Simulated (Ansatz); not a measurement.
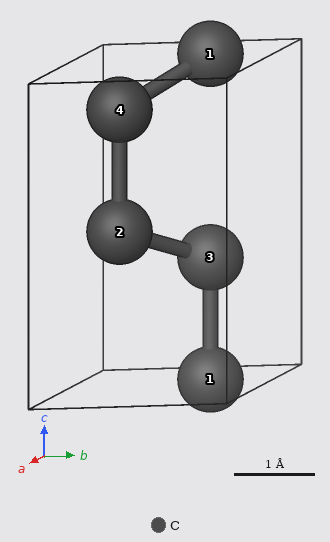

Figure 1. The starting structure (ball-and-stick view of the cell of the calculation, seen slightly off an axis; atoms are numbered from 1 in the order of the input). Near neighbours in the crystal (not all of them lie inside the picture): C has 4 C at 1.54 to 1.57 Å.

## Geometry relaxation of C (part 1 of 2)

The run: geometry relaxation of C (P6₃/mmc, 4 atoms in the cell). Method and program: DFT, r2SCAN, plane waves, PAW, no spin polarisation (Ansatz 0.2.0).

The structure was built on a prototype by a generator. The geometry comes from this level: PBE. Figures and captions count atoms from 1; the log counts them from 0 in places.

## Input file
```yaml
crystal:
  lattice:
    - [2.5115321431, 0.0, 0.0]
    - [-1.2557660716, 2.1750506383, 0.0]
    - [0.0, 0.0, 4.180426142]
  atoms:
    - { symbol: C, position: [0.3333333333, 0.6666666667, 0.0002342823] }
    - { symbol: C, position: [0.6666666667, 0.3333333333, 0.5002342823] }
    - { symbol: C, position: [0.3333333333, 0.6666666667, 0.3747657177] }
    - { symbol: C, position: [0.6666666667, 0.3333333333, 0.8747657177] }
kpoints:
  mp_grid: { grid: [12, 12, 6] }
hamiltonian:
  xc: r2scan
scf:
  occupations: { method: fermi_dirac, width: 0.02 }
relax:
  f_tol: 0.005
  cell: {}
output:
  write_density: true
  write_potential: true
  elf: true
  volumetric_format: npy
```

Machine: 2 threads of an Arm (aarch64) CPU, shared host.

Launch command:
```bash
ansatz run input.yaml --threads 2 --pin off --max-ram 2211MiB --backend cpu --events-out ev --progress --plain --runs-dir out
```

## What the program printed
```
Engine: ansatz 0.2.0, aarch64-unknown-linux-gnu
Pseudopotentials: kind: paw
Pseudopotential: C, paw, valence charge 4, recommended cutoff 500 eV (meta_gga), C.paw.azcp
Functional definition: r2SCAN
  parameter k0 = 0.174
  parameter k1 = 0.065
  parameter a1 = 4.9479
  exchange = r2scan_x(k0 = k0, k1 = k1, a1 = a1)
  correlation = r2scan_c
Crystal: 4 atoms, lattice volume = 22.836 Å³
Basis set: ecut = 500 eV, 573 PW (Γ), exchange–correlation on 80×80×128 points (64 copies of the dense FFT grid, shifted against one another)
Bands: 12, of which v1, the nominal top of the filled ones, is band 8 counted from 1 (7 counted from 0)
Symmetry: 24 space group operations
Space group: P63/mmc (ITA 194), of the structure as read, at distance tolerance 2.8e-5 Å
k-points: 76 of 864
Non-local potential: C, projectors of the file, l = 0: 2, l = 1: 2, l = 2: 1
PAW form: soft (Blöchl's): semilocal exchange-correlation on the pseudo side does not see the compensation charge
PAW frozen core: C, regenerated for the run's functional (the file was generated under x = pbe(κ = 0.804, μ = 0.2195149727645171), c = pbe(β = 0.06672455060314922))
PAW one-centre angular grid: C, 302 points (default); XC on 239 of its mesh's 2573 points in the sphere
Initial density: superposition of atomic densities (neutral atoms: chi_scale 0, normalization atom), corrected by the library's trained network
Initial wavefunctions: pseudopotential atomic-orbital guess
Functional: x = r2scan, c = r2scan; τ floored in thin density (d = 2e-4 eV/Å³)
SCF iter   1: F=—  HF=-1005.999553 eV  |F-HF|=—  |Δ(HF+E_count)|=         —  Δρ=9.80e-3  dr2=7.49e-3  dr2_τ=7.44e-1  ethr=1.77e-3  ⟨swp⟩=5.8  Hψ=5552  notcnv=0
preconditioner: auto → none  [insulator: Δε(μ)=3.585 eV  Ē_g=17.841 eV  σ=0.020 eV  W_gap=1.00  n_scr=2 (ndim 8)  ℏωp=31.1 eV  f_vac=0.000  D(μ)=0.00/eV (n_scr^D=0)  ε∞_Penn≈4.0]
SCF iter   2: F=—  HF=-1006.109942 eV  |F-HF|=—  |Δ(HF+E_count)|=   1.10e-1  Δρ=5.81e-3  dr2=2.36e-3  dr2_τ=1.31e-4  ethr=4.68e-5  ⟨swp⟩=2.8  Hψ=2566  notcnv=0
SCF iter   3: F=—  HF=-1006.109893 eV  |F-HF|=—  |Δ(HF+E_count)|=   4.82e-5  Δρ=9.89e-4  dr2=7.24e-5  dr2_τ=1.64e-5  ethr=1.48e-5  ⟨swp⟩=3.0  Hψ=1813  notcnv=0
SCF iter   4: F=—  HF=-1006.109913 eV  |F-HF|=—  |Δ(HF+E_count)|=   1.96e-5  Δρ=1.23e-4  dr2=9.23e-7  dr2_τ=1.06e-7  ethr=4.53e-7  ⟨swp⟩=2.1  Hψ=1508  notcnv=0
iter 5 did not close the SCF: its close was put off for the readings that it lacked (scf_convergence_deferred on its scf_iter line)
SCF iter   5: F=-1006.109914 eV  HF=-1006.109914 eV  |F-HF|=3.73e-8  |Δ(HF+E_count)|=   1.31e-6  Δρ=2.52e-5  dr2=4.27e-8  dr2_τ=6.76e-9  ethr=5.77e-9  ⟨swp⟩=2.6  Hψ=1554  notcnv=0
SCF iter   6: F=-1006.109914 eV  HF=-1006.109914 eV  |F-HF|=1.45e-10  |Δ(HF+E_count)|=   4.17e-8  Δρ=1.96e-6  dr2=2.75e-10  dr2_τ=3.60e-11  ethr=2.67e-10  ⟨swp⟩=6.2  Hψ=5291  notcnv=0
SCF 1 converged in 6 iterations: F = -1006.109914 eV  dr2 = 2.75e-10
  greatest PAW one-centre occupation: 0.658 electrons in one spin orbital (limit 2), on the C atom at site 3 (counted from 0), in its partial waves of l = 0
relax step   1: F+E_penalty+E_count = -1006.10991438 eV  Δ(F+E_penalty+E_count) = +0.000e0 eV  max|allowed force component| = 1.103e-2 eV/Å  Δτ_max = 0.0000 Å  P = -4.171 GPa  Ω = 22.836 Å³  (6 SCF iters, dr2 threshold 1.00e-7 eV, accepted)
Crystal: 4 atoms, lattice volume = 22.703 Å³
Initial density: handed on by an earlier stage of this run
Initial wavefunctions: those handed on with the density
iter 1 solved again at ethr=2.65e-6 eV; its pass at ethr=3.10e-3 eV (dr2=4.24e-4 eV) is discarded
SCF iter   1: F=—  HF=-1006.112112 eV  |F-HF|=—  |Δ(HF+E_count)|=         —  Δρ=1.39e-3  dr2=3.83e-4  dr2_τ=4.24e-4  ethr=2.65e-6  ⟨swp⟩=1.8  Hψ=6613  notcnv=0
preconditioner: auto → none  [insulator: Δε(μ)=3.607 eV  Ē_g=17.885 eV  σ=0.020 eV  W_gap=1.00  n_scr=2 (ndim 8)  ℏωp=31.2 eV  f_vac=0.000  D(μ)=0.00/eV (n_scr^D=0)  ε∞_Penn≈4.0]
SCF iter   2: F=—  HF=-1006.112394 eV  |F-HF|=—  |Δ(HF+E_count)|=   2.82e-4  Δρ=5.95e-4  dr2=7.14e-5  dr2_τ=2.35e-6  ethr=2.40e-6  ⟨swp⟩=2.0  Hψ=1420  notcnv=0
SCF iter   3: F=-1006.112384 eV  HF=-1006.112384 eV  |F-HF|=6.63e-8  |Δ(HF+E_count)|=   9.79e-6  Δρ=4.75e-5  dr2=2.77e-7  dr2_τ=2.94e-8  ethr=2.50e-9  ⟨swp⟩=7.9  Hψ=6200  notcnv=0
SCF 2 converged in 3 iterations: F = -1006.112384 eV  dr2 = 2.77e-7
  greatest PAW one-centre occupation: 0.659 electrons in one spin orbital (limit 2), on the C atom at site 3 (counted from 0), in its partial waves of l = 0
relax step   2: F+E_penalty+E_count = -1006.11238383 eV  Δ(F+E_penalty+E_count) = -2.469e-3 eV  max|allowed force component| = 1.782e-2 eV/Å  Δτ_max = 0.0002 Å  P = -1.604 GPa  Ω = 22.703 Å³  energy of the carried Pulay correction = +6.033e-5 eV  (3 SCF iters, dr2 threshold 4.00e-7 eV, accepted)
Crystal: 4 atoms, lattice volume = 22.619 Å³
iter 1 solved again at ethr=1.03e-6 eV; its pass at ethr=3.10e-3 eV (dr2=1.65e-4 eV) is discarded
SCF iter   1: F=—  HF=-1006.112704 eV  |F-HF|=—  |Δ(HF+E_count)|=         —  Δρ=8.63e-4  dr2=1.49e-4  dr2_τ=1.75e-4  ethr=1.03e-6  ⟨swp⟩=1.9  Hψ=6616  notcnv=0
preconditioner: auto → none  [insulator: Δε(μ)=3.606 eV  Ē_g=17.928 eV  σ=0.020 eV  W_gap=1.00  n_scr=2 (ndim 8)  ℏωp=31.2 eV  f_vac=0.000  D(μ)=0.00/eV (n_scr^D=0)  ε∞_Penn≈4.0]
SCF iter   2: F=—  HF=-1006.112822 eV  |F-HF|=—  |Δ(HF+E_count)|=   1.18e-4  Δρ=3.74e-4  dr2=2.80e-5  dr2_τ=9.40e-7  ethr=9.29e-7  ⟨swp⟩=2.0  Hψ=1436  notcnv=0
SCF iter   3: F=-1006.112819 eV  HF=-1006.112819 eV  |F-HF|=2.33e-8  |Δ(HF+E_count)|=   3.09e-6  Δρ=3.07e-5  dr2=1.12e-7  dr2_τ=1.25e-8  ethr=2.50e-9  ⟨swp⟩=7.5  Hψ=6034  notcnv=0
SCF 3 converged in 3 iterations: F = -1006.112819 eV  dr2 = 1.12e-7
relax step   3: F+E_penalty+E_count = -1006.11281907 eV  Δ(F+E_penalty+E_count) = -4.352e-4 eV  max|allowed force component| = 9.033e-3 eV/Å  Δτ_max = 0.0003 Å  P = +0.071 GPa  Ω = 22.619 Å³  energy of the carried Pulay correction = +9.870e-5 eV  (3 SCF iters, dr2 threshold 4.00e-7 eV, accepted)
Crystal: 4 atoms, lattice volume = 22.620 Å³
iter 1 solved again at ethr=1.06e-8 eV; its pass at ethr=3.10e-3 eV (dr2=1.70e-6 eV) is discarded
SCF iter   1: F=—  HF=-1006.112830 eV  |F-HF|=—  |Δ(HF+E_count)|=         —  Δρ=1.40e-4  dr2=1.66e-6  dr2_τ=1.46e-6  ethr=1.06e-8  ⟨swp⟩=2.1  Hψ=7091  notcnv=0
preconditioner: auto → none  [insulator: Δε(μ)=3.590 eV  Ē_g=17.926 eV  σ=0.020 eV  W_gap=1.00  n_scr=2 (ndim 8)  ℏωp=31.2 eV  f_vac=0.000  D(μ)=0.00/eV (n_scr^D=0)  ε∞_Penn≈4.0]
SCF iter   2: F=-1006.112831 eV  HF=-1006.112831 eV  |F-HF|=7.77e-8  |Δ(HF+E_count)|=   1.29e-6  Δρ=6.62e-5  dr2=3.02e-7  dr2_τ=1.40e-8  ethr=2.50e-9  ⟨swp⟩=6.8  Hψ=5625  notcnv=0
SCF 4 converged in 2 iterations: F = -1006.112831 eV  dr2 = 3.02e-7
relax step   4: F+E_penalty+E_count = -1006.11283115 eV  Δ(F+E_penalty+E_count) = -1.209e-5 eV  max|allowed force component| = 8.062e-3 eV/Å  Δτ_max = 0.0002 Å  P = +0.052 GPa  Ω = 22.620 Å³  energy of the carried Pulay correction = +9.860e-5 eV  (2 SCF iters, dr2 threshold 4.00e-7 eV, accepted)
Crystal: 4 atoms, lattice volume = 22.622 Å³
iter 1 solved again at ethr=2.38e-9 eV; its pass at ethr=3.10e-3 eV (dr2=3.82e-7 eV) is discarded
SCF iter   1: F=—  HF=-1006.112836 eV  |F-HF|=—  |Δ(HF+E_count)|=         —  Δρ=4.90e-5  dr2=3.58e-7  dr2_τ=4.57e-7  ethr=2.38e-9  ⟨swp⟩=2.0  Hψ=7006  notcnv=0
preconditioner: auto → none  [insulator: Δε(μ)=3.596 eV  Ē_g=17.924 eV  σ=0.020 eV  W_gap=1.00  n_scr=2 (ndim 8)  ℏωp=31.2 eV  f_vac=0.000  D(μ)=0.00/eV (n_scr^D=0)  ε∞_Penn≈4.0]
SCF iter   2: F=-1006.112837 eV  HF=-1006.112837 eV  |F-HF|=1.04e-8  |Δ(HF+E_count)|=   2.60e-7  Δρ=2.12e-5  dr2=6.27e-8  dr2_τ=2.38e-9  ethr=5.55e-10  ⟨swp⟩=6.5  Hψ=5458  notcnv=0
SCF 5 converged in 2 iterations: F = -1006.112837 eV  dr2 = 6.27e-8
relax step   5: F+E_penalty+E_count = -1006.11283651 eV  Δ(F+E_penalty+E_count) = -5.361e-6 eV  max|allowed force component| = 8.570e-4 eV/Å  Δτ_max = 0.0001 Å  P = +0.000 GPa  Ω = 22.622 Å³  energy of the carried Pulay correction = +9.730e-5 eV  (2 SCF iters, dr2 threshold 8.89e-8 eV, accepted)
Initial wavefunctions: pseudopotential atomic-orbital guess (no wavefunctions were taken with the density)
iter 1 solved again at ethr=2.21e-8 eV; its pass at ethr=3.10e-3 eV (dr2=3.54e-6 eV) is discarded
SCF iter   1: F=—  HF=-1006.112738 eV  |F-HF|=—  |Δ(HF+E_count)|=         —  Δρ=2.89e-5  dr2=6.86e-8  dr2_τ=2.58e-8  ethr=2.21e-8  ⟨swp⟩=3.7  Hψ=8313  notcnv=0
SCF iter   2: F=—  HF=-1006.112737 eV  |F-HF|=—  |Δ(HF+E_count)|=   4.50e-7  Δρ=1.37e-5  dr2=1.23e-8  dr2_τ=1.51e-9  ethr=4.29e-10  ⟨swp⟩=2.3  Hψ=1295  notcnv=0
SCF iter   3: F=—  HF=-1006.112737 eV  |F-HF|=—  |Δ(HF+E_count)|=   1.20e-8  Δρ=1.38e-6  dr2=6.63e-11  dr2_τ=3.06e-11  ethr=7.70e-11  ⟨swp⟩=2.4  Hψ=1559  notcnv=0
SCF iter   4: F=-1006.112737 eV  HF=-1006.112737 eV  |F-HF|=0.00e0  |Δ(HF+E_count)|=  1.84e-10  Δρ=7.64e-8  dr2=8.62e-13  dr2_τ=6.71e-14  ethr=1.00e-12  ⟨swp⟩=6.3  Hψ=4041  notcnv=0
SCF 6 converged in 4 iterations: F = -1006.112737 eV  dr2 = 8.62e-13
relax step   6: F+E_penalty+E_count = -1006.11273734 eV  Δ(F+E_penalty+E_count) = +9.918e-5 eV  max|allowed force component| = 8.710e-4 eV/Å  Δτ_max = 0.0000 Å  P = +0.006 GPa  Ω = 22.622 Å³  stress off target by 9.86e-3 GPa  SCF on the basis re-selected at this cell (its energy is not comparable with the rows above)  (4 SCF iters)
```

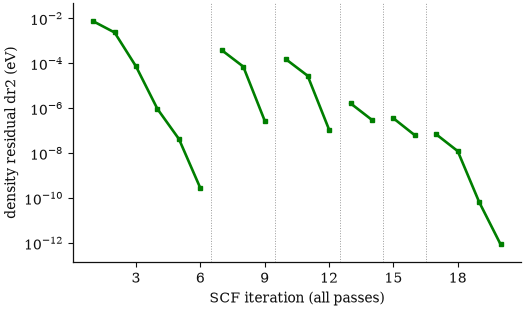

Figure 2. Convergence of the self-consistent field: density residual dr2 against the SCF iteration. The dotted lines part the SCF passes of the relaxation: geometry steps, rejected trials and re-solves on a re-selected basis. The 6 passes take 2 to 6 iterations each, 20 in all.

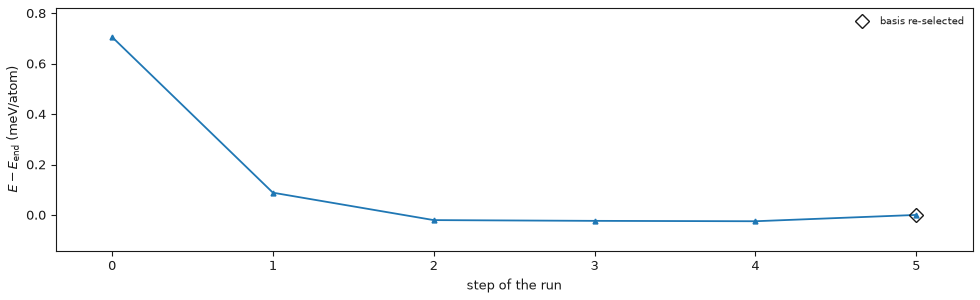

Figure 3. Progress of the relaxation, step by step (the first geometry is step 0 here and step 1 in the log). After 4 geometry steps the energy has fallen by 0.7 meV per atom. The largest force component goes from 0.011 to 0.00087 eV/Å. Pressure: −4.17 GPa at the start and 0.01 GPa at the end. No atom moves by more than 0.005 Å relative to the cell. The volume changes by −0.9 %, with a = b 2.512 → 2.503 Å (−0.3 %), c 4.180 → 4.169 Å (−0.3 %). Among the contacts that change: C1–C4 1.542 → 1.537 Å, C1–C3 1.566 → 1.561 Å. The space group stays P6_3/mmc (No. 194). A last SCF at the same geometry on a re-selected plane-wave basis shifts the energy by +0.0 meV per atom. (Atoms are counted from 1 in the order of the input.)
